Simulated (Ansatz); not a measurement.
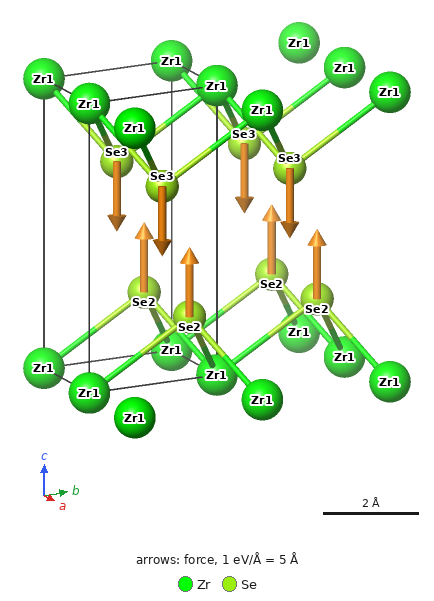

Starting geometry of crystalline ZrSe₂ (set up in P-3m1) with the computed forces as orange arrows. The picture is a ball-and-stick view of the cell of the calculation, repeated 2 × 2 × 1 with one cell outlined, seen slightly off an axis.

Computed with Ansatz 0.2.0, DFT PBE+D3(BJ), scalar-relativistic, plane waves, PAW; settings changed.

The input:
```yaml
crystal:
  lattice:
    - [3.798, 0.0, 0.0]
    - [-1.899, 3.2891644836, 0.0]
    - [0.0, 0.0, 6.192]
  atoms:
    - { symbol: Zr, position: [0.0, 0.0, 0.0] }
    - { symbol: Se, position: [0.3333333333, 0.6666666667, 0.25] }
    - { symbol: Se, position: [0.6666666667, 0.3333333333, 0.75] }
basis:
  ecutwfc: "800 eV"
kpoints:
  mp_grid: { grid: [12, 12, 6] }
hamiltonian:
  xc: pbe
  dispersion: d3bj
scf:
  occupations: { method: gaussian, width: 0.02 }
  initial_density: { chi_scale: 0.1 }
  lower_state_search: "off"
output:
  forces: true
  eigenvalues: true
  stress: true
relax:
  adjacent_minimum: "off"
  f_tol: 0.02
  max_steps: 70
  cell: { stress_tol: 0.1 }
```

Launched with:
```bash
ansatz run input.yaml --threads 2 --pin off --max-ram 5120MiB --backend cpu --events-out ev --progress --plain --runs-dir out
```

Is this structure relaxed? If not, where do the atoms go?

It isn't relaxed: the largest force vector, on Se atoms, is 0.30 eV/Å. The atoms end up moving mostly along the starting forces (cosine between the two patterns 1.00). The energy falls by 11.4 meV per atom in 2 accepted moves (4 points after the start). Largest force component: 0.3 eV/Å at the start, 0.01 eV/Å at the end. Pressure: −0.57 GPa at the start and −0.04 GPa at the end. The line search rejected the trial step at point 1 of the run. The SCF was repeated once at an unchanged geometry on a basis and grid sized afresh for the cell, which shifted the energy by less than 0.05 meV per atom at most. The largest moves relative to the cell, 0.090 Å, are those of Se2 and Se3. Se3 goes along −c. Zr stays in place. The drawn cell changes as follows: a = b 3.798 → 3.736 Å (−1.6 %), c 6.192 → 6.036 Å (−2.5 %); the volume changes by −5.7 %. The space group stays P-3m1 (No. 164). Cost: 55 s on 2 threads of Arm Neoverse V2, with other jobs on the host, peak memory 0.73 GiB.
